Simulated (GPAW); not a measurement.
# 1T-SnSeTe monolayer in an electric field

Wanted: the out-of-plane polarisability of 1T-SnSeTe monolayer.

Method: GPAW, PAW setups; layer in a repeated cell with vacuum, relaxation of atoms and in-plane cell, in the first sound run; inputs show where later runs differ, in GPAW 26.7.0.

### Step 1. Starting point

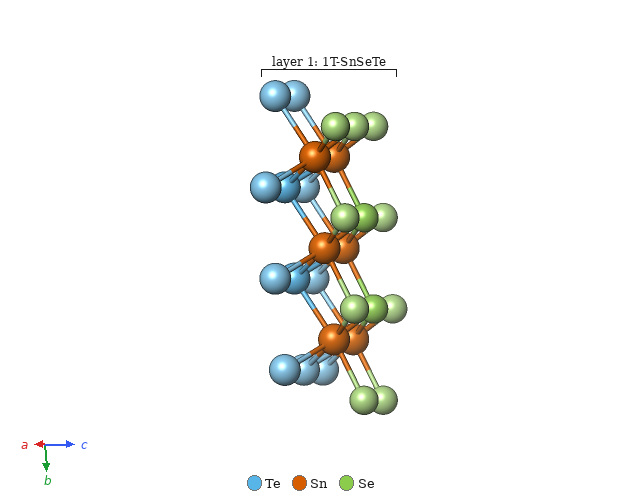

The cell as given, from the side, with the c axis across the page (tellurium blue, tin orange, selenium green). 1×2×1 cells are drawn. Some periodic images of atoms are drawn too.

The cell holds 3 atoms: 1 Te, 1 Sn and 1 Se. Cell: a = 3.827 Å, b = 3.827 Å, c = 18.571 Å, α = 90.0°, β = 90.0°, γ = 120.0°. Vacuum lies along c.

### Step 2. Relaxing the atoms

Forces are removed first; all later runs use this geometry.

The input, run.py:

```python
import json
import numpy as np
from ase import Atoms
from ase.filters import FrechetCellFilter
from ase.optimize import BFGS
from gpaw import GPAW, PW

slab = Atoms(
    ['Te', 'Sn', 'Se'],
    positions=[
        [1.91364, 1.10484, 8.00000],
        [0.00000, 0.00000, 9.46462],
        [-0.00000, 2.20968, 10.57059]],
    cell=[[3.82728, 0.0, 0.0], [-1.91364, 3.31452, 0.0], [0.0, 0.0, 18.5706]],
    pbc=[True, True, True])

slab.calc = GPAW(mode=PW(600), xc='PBE', kpts={'size': (9, 9, 1), 'gamma': True},
                 occupations={'name': 'fermi-dirac', 'width': 0.05}, nbands='200%',
                 convergence={'density': 1e-05}, maxiter=200,
                 symmetry={'tolerance': 1e-3}, txt='slab.txt')
result = {}
# The in-plane cell is free; stress needs a cell that repeats along all three vectors
path = []
opt = BFGS(FrechetCellFilter(slab, mask=[1, 1, 0, 0, 0, 1]), maxstep=0.2)
opt.attach(lambda: path.append((slab.get_potential_energy(), slab.positions.tolist(), slab.get_forces().tolist())))
result['relaxed'] = bool(opt.run(fmax=0.02, steps=45))
result['path'] = path
result['cell'] = slab.cell.tolist()
print('in-plane lattice', slab.cell.cellpar().round(4)[[0, 1, 5]])
energy = slab.get_potential_energy()
fermi = slab.calc.get_fermi_level()
v = slab.calc.get_electrostatic_potential().mean((0, 1)) - fermi
n = slab.calc.get_pseudo_density().mean((0, 1))
L = slab.cell[2, 2]
z = np.arange(len(v)) * L / len(v)
low, high = slab.positions[:, 2].min(), slab.positions[:, 2].max()
below, above = np.interp([low - 5.8, high + 5.8], z, v)
slopes = [np.interp(x, z, np.gradient(v, z)) for x in (low - 5.8, high + 5.8)]
eps = np.array([[slab.calc.get_eigenvalues(k, s) for k in range(len(slab.calc.get_ibz_k_points()))]
                for s in range(slab.calc.get_number_of_spins())]) - fermi
top, bottom = eps[eps < 0].max(), eps[eps > 0].min()
dipole = slab.get_dipole_moment()[2]
print(f'energy {energy:.4f} eV, Fermi level {fermi:.4f} eV, dipole {dipole:.5f} e A')
print(f'potential 5.8 A off the faces, from the Fermi level: lower {below:.4f} eV, upper {above:.4f} eV')
print(f'slope of the potential there: lower {slopes[0]:.5f}, upper {slopes[1]:.5f} eV/A')
print(f'nearest levels on the mesh: {top:.4f} and {bottom:.4f} eV')
print('magnetic moment', round(slab.get_magnetic_moment(), 3))
result.update(energy=energy, fermi=fermi, dipole=dipole, below=below, above=above, slopes=slopes, edges=[top, bottom],
              z=z.tolist(), v=v.tolist(), n=n.tolist(), positions=slab.positions.tolist(),
              forces=slab.get_forces(apply_constraint=False).tolist(), moments=slab.get_magnetic_moments().tolist())
json.dump(result, open('result.json', 'w'))
```

On the command line:

```console
OMP_NUM_THREADS=1 OPENBLAS_NUM_THREADS=1 python run.py
```

Log:

```text
Step          Energy          fmax
BFGS:    0       -8.861053        5.398362
BFGS:    1      -10.044843        3.740811
BFGS:    2      -11.062986        1.424381
BFGS:    3      -11.191016        0.659648
BFGS:    4      -11.214684        0.416579
BFGS:    5      -11.227400        0.482105
BFGS:    6      -11.252026        0.483300
BFGS:    7      -11.275985        0.342287
BFGS:    8      -11.293246        0.301462
BFGS:    9      -11.298088        0.206596
BFGS:   10      -11.299142        0.125890
BFGS:   11      -11.299919        0.058513
BFGS:   12      -11.300221        0.019223
in-plane lattice [  3.9752   3.9752 120.    ]
energy -11.2951 eV, Fermi level -1.5359 eV, dipole -0.04012 e A
potential 5.8 A off the faces, from the Fermi level: lower 5.1593 eV, upper 5.2606 eV
slope of the potential there: lower -0.02843, upper -0.02848 eV/A
nearest levels on the mesh: -0.0792 and 0.0063 eV
magnetic moment 0.0
```

Elapsed: 9 min, on 1 thread of Arm Neoverse V2, shared host; peak memory 0.41 GiB.

This step gave:

- dipole along the normal: -0.04012 e·Å
- levels nearest the Fermi level on the mesh: -0.07919, 0.006338 eV from the Fermi level

The electrostatic potential energy of an electron (without an applied field's), less the Fermi level, planar mean by z:

| z (Å) | electrostatic potential energy of an electron (without an applied field's), less the Fermi level, planar mean (eV) |
| --- | --- |
| 0 | 5.21 |
| 2 | 5.15 |
| 4 | 5.09 |
| 6 | 4.42 |
| 8 | -9.08 |
| 10 | -6.02 |
| 12 | 3.36 |
| 14 | 5.33 |
| 16 | 5.28 |
| 18 | 5.23 |

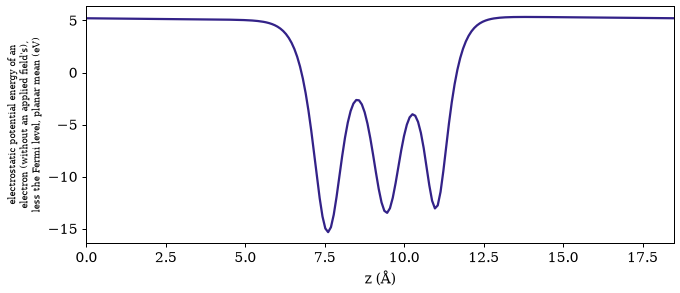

Electrostatic potential energy of an electron (without an applied field's), less the Fermi level, planar mean, plotted against z.

The pseudo valence density, planar mean oscillates, so the rows of the table below give means over windows of 1 Å about each position, cut where the curve ends. Its maxima inside the range that stand out by 2 % of the span (Å: e/Å³): 7.1: 0.239, 8.1: 0.290, 9.4: 1.04, 11.3: 0.265. Its minima: 7.6: 0.0869, 8.5: 0.267, 11.0: 0.164.

Pseudo valence density, planar mean against z; means over each step:

| z (Å) | pseudo valence density, planar mean (e/Å³) |
| --- | --- |
| 3 | 8.1e-6 |
| 4 | 1.4e-4 |
| 5 | 0.00227 |
| 6 | 0.0358 |
| 7 | 0.176 |
| 8 | 0.217 |
| 9 | 0.578 |
| 10 | 0.526 |
| 11 | 0.246 |
| 12 | 0.111 |
| 13 | 0.00755 |
| 14 | 4.0e-4 |
| 15 | 2.1e-5 |

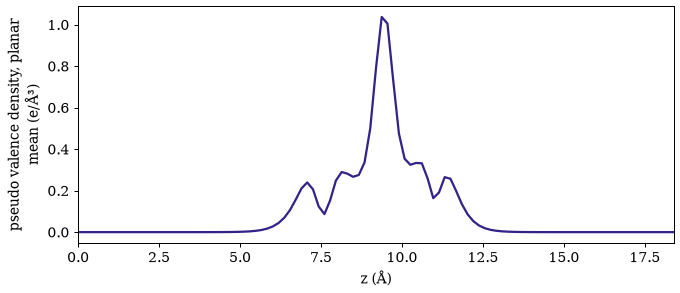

Pseudo valence density, planar mean against z.

The relaxation lowered the energy of the cell by 2.43 eV (energies extrapolated to zero smearing; the optimiser's log prints free energies). The largest force left on a free atom is 0.019 eV/Å.

### Step 3. The slab's potential

With the geometry fixed, the planar mean of the potential gives the vacuum level on each side.

This step: GPAW, PAW setups; slab in vacuum (GPAW 26.7.0).

The cell differs from the one that the last finished run ended in (c 18.571 → 19.411 Å).

Changes to run.py since step 2:

```diff
@@ -3,4 +3,2 @@
 from ase import Atoms
-from ase.filters import FrechetCellFilter
-from ase.optimize import BFGS
 from gpaw import GPAW, PW
@@ -10,21 +8,14 @@
     positions=[
-        [1.91364, 1.10484, 8.00000],
-        [0.00000, 0.00000, 9.46462],
-        [-0.00000, 2.20968, 10.57059]],
-    cell=[[3.82728, 0.0, 0.0], [-1.91364, 3.31452, 0.0], [0.0, 0.0, 18.5706]],
-    pbc=[True, True, True])
+        [1.98759, 1.14754, 8.00000],
+        [0.00000, -0.00000, 9.85179],
+        [-0.00000, 2.29508, 11.41093]],
+    cell=[[3.97519, -0.0, 0.0], [-1.98759, 3.44261, 0.0], [0.0, 0.0, 19.4109]],
+    pbc=[True, True, False])
 
-slab.calc = GPAW(mode=PW(600), xc='PBE', kpts={'size': (9, 9, 1), 'gamma': True},
+slab.calc = GPAW(mode=PW(400), xc='PBE', kpts={'size': (9, 9, 1), 'gamma': True},
                  occupations={'name': 'fermi-dirac', 'width': 0.05}, nbands='200%',
                  convergence={'density': 1e-05}, maxiter=200,
+                 poissonsolver={'dipolelayer': 'xy'},
                  symmetry={'tolerance': 1e-3}, txt='slab.txt')
 result = {}
-# The in-plane cell is free; stress needs a cell that repeats along all three vectors
-path = []
-opt = BFGS(FrechetCellFilter(slab, mask=[1, 1, 0, 0, 0, 1]), maxstep=0.2)
-opt.attach(lambda: path.append((slab.get_potential_energy(), slab.positions.tolist(), slab.get_forces().tolist())))
-result['relaxed'] = bool(opt.run(fmax=0.02, steps=45))
-result['path'] = path
-result['cell'] = slab.cell.tolist()
-print('in-plane lattice', slab.cell.cellpar().round(4)[[0, 1, 5]])
 energy = slab.get_potential_energy()
```

Log:

```text
energy -11.1481 eV, Fermi level -1.6988 eV, dipole -0.02783 e A
potential 5.8 A off the faces, from the Fermi level: lower 5.0323 eV, upper 5.3990 eV
slope of the potential there: lower -0.00003, upper 0.00002 eV/A
nearest levels on the mesh: -0.0801 and 0.0068 eV
magnetic moment 0.0
```

Wall time 23 s (1 thread); peak memory 0.22 GiB.

This step gave:

```
dipole along the normal                    : -0.02783 e·Å
levels nearest the Fermi level on the mesh : -0.08013, 0.006814 eV from the Fermi level
upper work function                        : 5.399 eV
lower work function                        : 5.032 eV
```

The electrostatic potential energy of an electron (without an applied field's), less the Fermi level, planar mean by z:

| z (Å) | electrostatic potential energy of an electron (without an applied field's), less the Fermi level, planar mean (eV) |
| --- | --- |
| 0 | 5.22 |
| 2 | 5.03 |
| 4 | 5.03 |
| 6 | 4.83 |
| 8 | -15.2 |
| 10 | -12.6 |
| 12 | -1.06 |
| 14 | 5.38 |
| 16 | 5.40 |
| 18 | 5.40 |

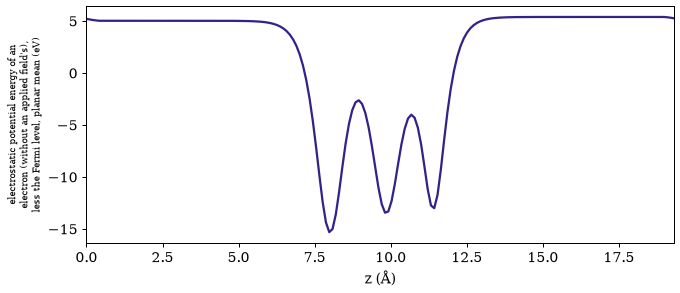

Electrostatic potential energy of an electron (without an applied field's), less the Fermi level, planar mean against z.

The pseudo valence density, planar mean oscillates, so the rows of the table below give means over windows of 1 Å about each position, cut where the curve ends. Its maxima inside the range that stand out by 2 % of the span (Å: e/Å³): 7.5: 0.236, 9.9: 1.04, 11.9: 0.267. Its minima: 8.0: 0.0857, 11.4: 0.156.

Table of pseudo valence density, planar mean by z; means over each step:

| z (Å) | pseudo valence density, planar mean (e/Å³) |
| --- | --- |
| 4 | 4.5e-5 |
| 5 | 7.6e-4 |
| 6 | 0.0122 |
| 7 | 0.129 |
| 8 | 0.176 |
| 9 | 0.330 |
| 10 | 0.748 |
| 11 | 0.290 |
| 12 | 0.188 |
| 13 | 0.0246 |
| 14 | 0.00135 |
| 15 | 7.1e-5 |

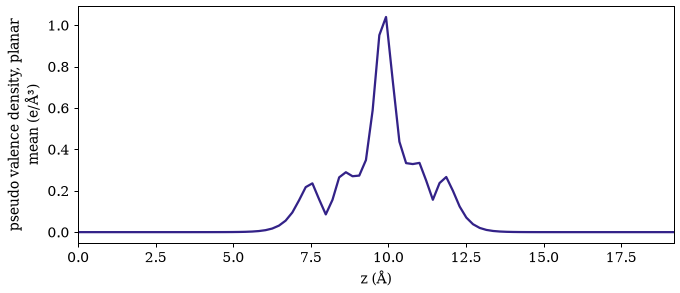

Pseudo valence density, planar mean, plotted against z.

The potential is flat to 2.8e-5 eV/Å where it is read, so the vacuum is wide enough.

### Step 4. Field on

A uniform field along the normal polarises the slab; the atoms stay fixed, so this is the electronic response alone.

Changes to run.py since step 3:

```diff
@@ -4,2 +4,3 @@
 from gpaw import GPAW, PW
+from gpaw.external import ConstantElectricField
 
@@ -18,2 +19,3 @@
                  poissonsolver={'dipolelayer': 'xy'},
+                 external=ConstantElectricField(-0.2, [0, 0, 1]),
                  symmetry={'tolerance': 1e-3}, txt='slab.txt')
```

Log:

```text
energy -11.1625 eV, Fermi level -1.6791 eV, dipole -0.11487 e A
potential 5.8 A off the faces, from the Fermi level: lower 4.4303 eV, upper 5.9492 eV
slope of the potential there: lower -0.00001, upper 0.00001 eV/A
nearest levels on the mesh: -0.0856 and 0.0091 eV
magnetic moment 0.0
```

Run time: 62 s. Hardware: 1 thread; peak memory 0.32 GiB.

Numbers from this step:

```
dipole along the normal                                         : -0.1149 e·Å
levels nearest the Fermi level on the mesh                      : -0.08557, 0.009150 eV from the Fermi level
potential below the slab, the applied field's own ramp left out : 4.430 eV from the Fermi level
potential above the slab, the applied field's own ramp left out : 5.949 eV from the Fermi level
```

The electrostatic potential energy of an electron (without an applied field's), less the Fermi level, planar mean by z:

| z (Å) | electrostatic potential energy of an electron (without an applied field's), less the Fermi level, planar mean (eV) |
| --- | --- |
| 0 | 5.19 |
| 2 | 4.43 |
| 4 | 4.43 |
| 6 | 4.25 |
| 8 | -15.6 |
| 10 | -12.5 |
| 12 | -0.637 |
| 14 | 5.93 |
| 16 | 5.95 |
| 18 | 5.95 |

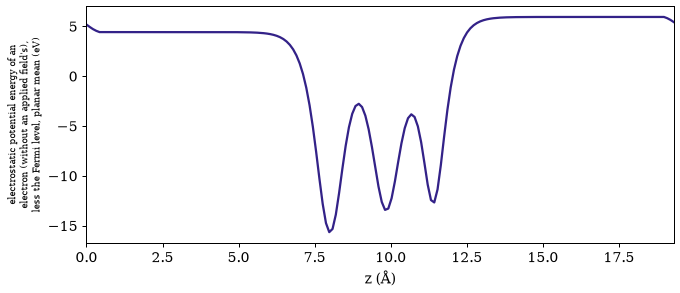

Electrostatic potential energy of an electron (without an applied field's), less the Fermi level, planar mean against z.

The dipole is now -0.115 e Å, against -0.028 in the run without a field.

### Step 5. In a field

Changes to run.py since step 4:

```diff
@@ -19,3 +19,3 @@
                  poissonsolver={'dipolelayer': 'xy'},
-                 external=ConstantElectricField(-0.2, [0, 0, 1]),
+                 external=ConstantElectricField(-0.1, [0, 0, 1]),
                  symmetry={'tolerance': 1e-3}, txt='slab.txt')
```

Log:

```text
energy -11.1531 eV, Fermi level -1.6884 eV, dipole -0.07130 e A
potential 5.8 A off the faces, from the Fermi level: lower 4.7305 eV, upper 5.6733 eV
slope of the potential there: lower -0.00001, upper 0.00001 eV/A
nearest levels on the mesh: -0.0828 and 0.0080 eV
magnetic moment 0.0
```

The job ended after 62 s (1 thread; peak memory 0.32 GiB).

This step gave:

```
dipole along the normal                                         : -0.07130 e·Å
levels nearest the Fermi level on the mesh                      : -0.08283, 0.007985 eV from the Fermi level
potential below the slab, the applied field's own ramp left out : 4.730 eV from the Fermi level
potential above the slab, the applied field's own ramp left out : 5.673 eV from the Fermi level
```

Electrostatic potential energy of an electron (without an applied field's), less the Fermi level, planar mean against z:

| z (Å) | electrostatic potential energy of an electron (without an applied field's), less the Fermi level, planar mean (eV) |
| --- | --- |
| 0 | 5.20 |
| 1 | 4.73 |
| 2 | 4.73 |
| 3 | 4.73 |
| 4 | 4.73 |
| 5 | 4.72 |
| 6 | 4.54 |
| 7 | 1.61 |
| 8 | -15.4 |
| 9 | -2.85 |
| 10 | -12.5 |
| 11 | -6.75 |
| 12 | -0.851 |
| 13 | 5.31 |
| 14 | 5.65 |
| 15 | 5.67 |
| 16 | 5.67 |
| 17 | 5.67 |
| 18 | 5.67 |
| 19 | 5.66 |

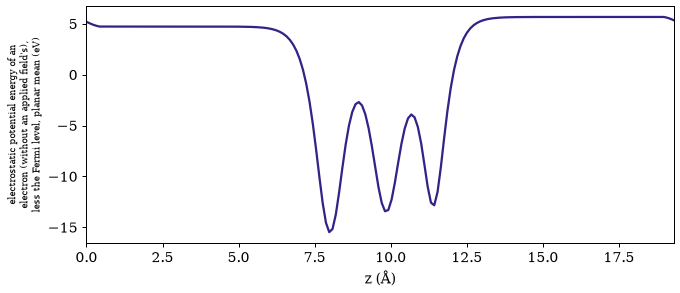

Electrostatic potential energy of an electron (without an applied field's), less the Fermi level, planar mean, plotted against z.

The dipole is now -0.0713 e Å, against -0.028 in the run without a field.

### Step 6. Field on

Changes to run.py since step 5:

```diff
@@ -19,3 +19,3 @@
                  poissonsolver={'dipolelayer': 'xy'},
-                 external=ConstantElectricField(-0.1, [0, 0, 1]),
+                 external=ConstantElectricField(-0.05, [0, 0, 1]),
                  symmetry={'tolerance': 1e-3}, txt='slab.txt')
```

Log:

```text
energy -11.1501 eV, Fermi level -1.6934 eV, dipole -0.04951 e A
potential 5.8 A off the faces, from the Fermi level: lower 4.8812 eV, upper 5.5358 eV
slope of the potential there: lower -0.00001, upper 0.00000 eV/A
nearest levels on the mesh: -0.0815 and 0.0074 eV
magnetic moment 0.0
```

It took 62 s on 1 thread; peak memory 0.32 GiB.

Electrostatic potential energy of an electron (without an applied field's), less the Fermi level, planar mean against z:

| z (Å) | electrostatic potential energy of an electron (without an applied field's), less the Fermi level, planar mean (eV) |
| --- | --- |
| 0 | 5.21 |
| 2 | 4.88 |
| 4 | 4.88 |
| 6 | 4.69 |
| 8 | -15.3 |
| 10 | -12.6 |
| 12 | -0.957 |
| 14 | 5.52 |
| 16 | 5.54 |
| 18 | 5.54 |

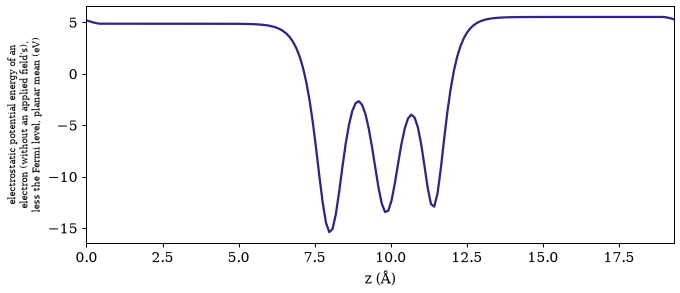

Electrostatic potential energy of an electron (without an applied field's), less the Fermi level, planar mean, plotted against z.

### Step 7. In a field

Changes to run.py since step 6:

```diff
@@ -19,3 +19,3 @@
                  poissonsolver={'dipolelayer': 'xy'},
-                 external=ConstantElectricField(-0.05, [0, 0, 1]),
+                 external=ConstantElectricField(0.05, [0, 0, 1]),
                  symmetry={'tolerance': 1e-3}, txt='slab.txt')
```

Log:

```text
energy -11.1472 eV, Fermi level -1.7042 eV, dipole -0.00593 e A
potential 5.8 A off the faces, from the Fermi level: lower 5.1837 eV, upper 5.2622 eV
slope of the potential there: lower -0.00002, upper 0.00000 eV/A
nearest levels on the mesh: -0.0788 and 0.0062 eV
magnetic moment 0.0
```

It took 62 s on 1 thread; peak memory 0.32 GiB.

The electrostatic potential energy of an electron (without an applied field's), less the Fermi level, planar mean by z:

| z (Å) | electrostatic potential energy of an electron (without an applied field's), less the Fermi level, planar mean (eV) |
| --- | --- |
| 0 | 5.22 |
| 1 | 5.18 |
| 2 | 5.18 |
| 3 | 5.18 |
| 4 | 5.18 |
| 5 | 5.17 |
| 6 | 4.98 |
| 7 | 1.99 |
| 8 | -15.2 |
| 9 | -2.74 |
| 10 | -12.6 |
| 11 | -6.93 |
| 12 | -1.17 |
| 13 | 4.91 |
| 14 | 5.24 |
| 15 | 5.26 |
| 16 | 5.26 |
| 17 | 5.26 |
| 18 | 5.26 |
| 19 | 5.26 |

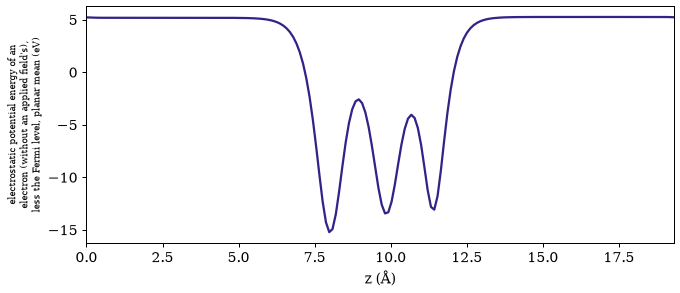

Electrostatic potential energy of an electron (without an applied field's), less the Fermi level, planar mean, plotted against z.

### Step 8. Field on

Changes to run.py since step 7:

```diff
@@ -19,3 +19,3 @@
                  poissonsolver={'dipolelayer': 'xy'},
-                 external=ConstantElectricField(0.05, [0, 0, 1]),
+                 external=ConstantElectricField(0.1, [0, 0, 1]),
                  symmetry={'tolerance': 1e-3}, txt='slab.txt')
```

Log:

```text
energy -11.1475 eV, Fermi level -1.7100 eV, dipole 0.01588 e A
potential 5.8 A off the faces, from the Fermi level: lower 5.3356 eV, upper 5.1257 eV
slope of the potential there: lower -0.00002, upper 0.00000 eV/A
nearest levels on the mesh: -0.0775 and 0.0056 eV
magnetic moment 0.0
```

Wall time 66 s (1 thread); peak memory 0.32 GiB.

The electrostatic potential energy of an electron (without an applied field's), less the Fermi level, planar mean by z:

| z (Å) | electrostatic potential energy of an electron (without an applied field's), less the Fermi level, planar mean (eV) |
| --- | --- |
| 0 | 5.23 |
| 1 | 5.34 |
| 2 | 5.34 |
| 3 | 5.34 |
| 4 | 5.33 |
| 5 | 5.32 |
| 6 | 5.13 |
| 7 | 2.12 |
| 8 | -15.1 |
| 9 | -2.71 |
| 10 | -12.6 |
| 11 | -6.99 |
| 12 | -1.28 |
| 13 | 4.78 |
| 14 | 5.11 |
| 15 | 5.12 |
| 16 | 5.13 |
| 17 | 5.13 |
| 18 | 5.13 |
| 19 | 5.13 |

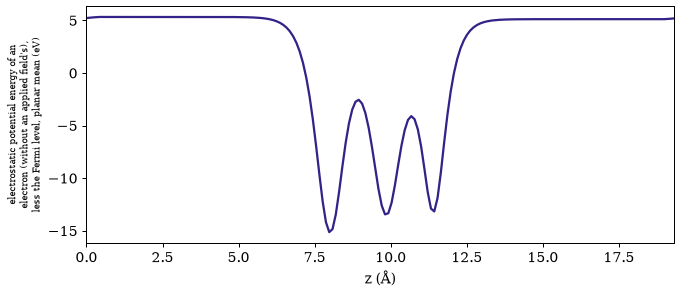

Electrostatic potential energy of an electron (without an applied field's), less the Fermi level, planar mean, plotted against z.

The dipole is now 0.0159 e Å, against -0.028 in the run without a field.

### Step 9. In a field

Changes to run.py since step 8:

```diff
@@ -19,3 +19,3 @@
                  poissonsolver={'dipolelayer': 'xy'},
-                 external=ConstantElectricField(0.1, [0, 0, 1]),
+                 external=ConstantElectricField(0.2, [0, 0, 1]),
                  symmetry={'tolerance': 1e-3}, txt='slab.txt')
```

Log:

```text
energy -11.1512 eV, Fermi level -1.7222 eV, dipole 0.05950 e A
potential 5.8 A off the faces, from the Fermi level: lower 5.6407 eV, upper 4.8540 eV
slope of the potential there: lower -0.00002, upper 0.00000 eV/A
nearest levels on the mesh: -0.0749 and 0.0044 eV
magnetic moment 0.0
```

It took 66 s on 1 thread; peak memory 0.32 GiB.

(Part 1 of 2 ends here.)

[Logs are printed without paths, hosts, clocks, repeated set-up lines and the standing remarks that a program may print on its own settings, such as how far it seeks lower states.]

[Hosts, paths, dates, database ids (printed as entryN), source tags and the programs' standing remarks are cut or masked in the printed files.]
